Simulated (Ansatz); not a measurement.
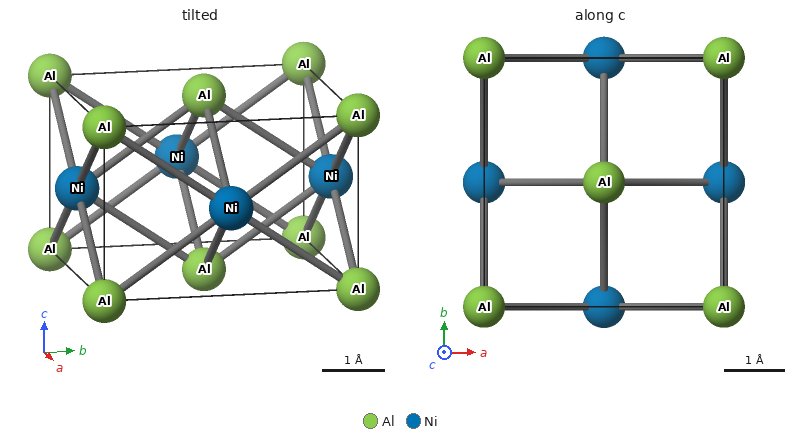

Ball-and-stick drawing of the structure, looking slightly off an axis and along the c axis. The frame is the conventional unit cell; atoms at its boundary are shown with their periodic copies.

The material is AlNi. It is base-centred orthorhombic, space group Cmmm (No. 65). Cell content 2 Al, 2 Ni; Z = 2. The Al atoms are each bonded to eight Ni in a cubic arrangement at about 2.5 Å. Ni is coordinated by eight Al in a cubic arrangement at about 2.5 Å. The bonds build a three-dimensional framework.

Starting structure: a structure listed in the Materials Project. The cell was then strained or its atoms displaced on purpose. A calculation with Ansatz used it as input.

At this level of theory the cell isn't at rest (stretched, at -6 GPa), so its distances can differ from those at equilibrium, the more so the softer the solid.
